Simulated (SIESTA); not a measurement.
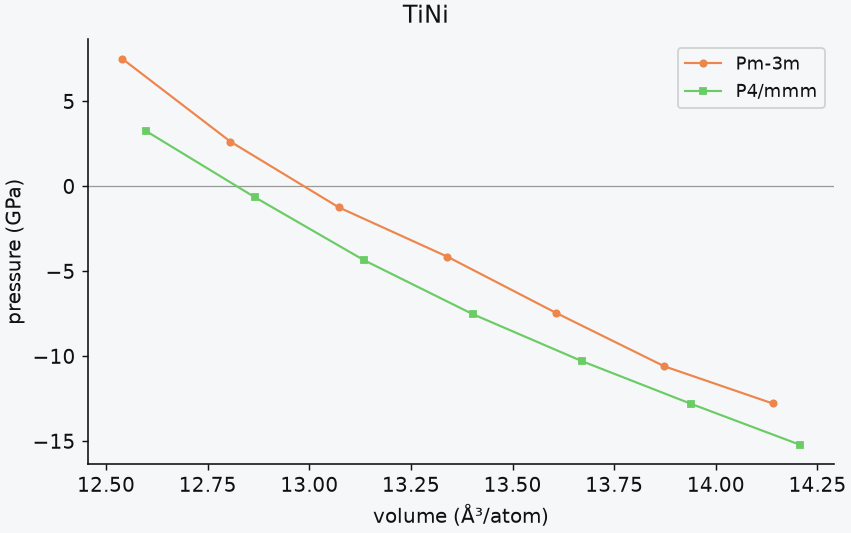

Plotted: pressure against volume, with one curve for each structure, for TiNi.

How it was computed, with SIESTA 5.4.2: DFT in numerical atomic orbitals with pseudopotentials, collinear spins; energies at scaled volumes of the given cell, shape and fractions fixed, counted from the fit's minimum, third-order Birch-Murnaghan fit. Level: PBEsol, collinear spin.

- occupations: Fermi–Dirac
- smearing width: 0.05 eV
- potentials: PseudoDojo 0.4 standard, converted to PSML, two zetas on semicore shells

Settings that differ: Pm-3m: k mesh 9×9×9; P4/mmm: k mesh 10×10×8.

Order the curves by fitted equilibrium volume, smallest first.

Answer. P4/mmm 12.817, Pm-3m 12.999 Å³/atom.

Order the curves by fitted bulk modulus, smallest first.

Answer. Pm-3m 178.4, P4/mmm 186.7 GPa.

Note: mulliken charges of long orbitals; short basis over semicore shells.

The computed values:

Pm-3m:
```tsv
volume (Å³/atom)	pressure (GPa)
12.54	7.52
12.81	2.63
13.07	-1.24
13.34	-4.14
13.61	-7.44
13.87	-10.59
14.14	-12.78
```

P4/mmm:
```tsv
volume (Å³/atom)	pressure (GPa)
12.60	3.25
12.87	-0.65
13.13	-4.35
13.40	-7.53
13.67	-10.29
13.94	-12.80
14.21	-15.21
```
